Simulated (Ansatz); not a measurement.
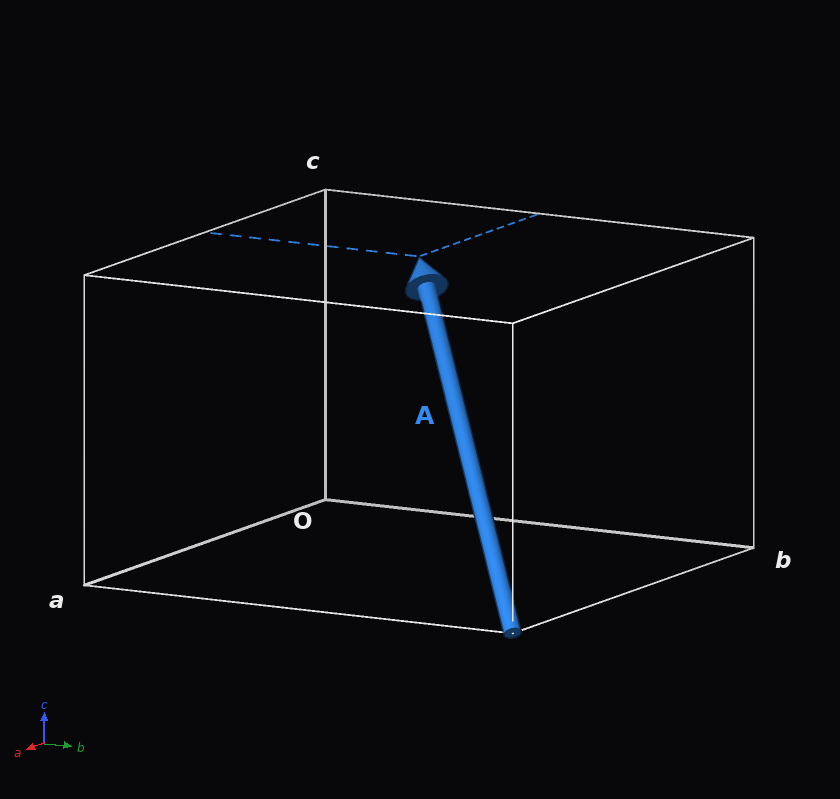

The arrow starts at a corner of the unit cell and ends on its surface; where a tip isn't a corner, dashed lines run from it parallel to the axes. Crystal: C, coordinates from a relaxation with DFT PBE, scalar-relativistic, plane waves, PAW in Ansatz; the starting structure was generated, so it need not be a known form of this composition. Symmetry computed with spglib at a tolerance of 0.002 Å; standard conventional cell.

a = 5.953 Å, b = 5.953 Å, c = 3.832 Å, α = 90.00°, β = 90.00°, γ = 90.00°.

Give [uvw] of the arrow.

Arrow A runs from (1, 1, 0) to (1/2, 1/2, 1), so [−1 −1 2].

How long is the vector ua + vb + wc?

11.386 Å.
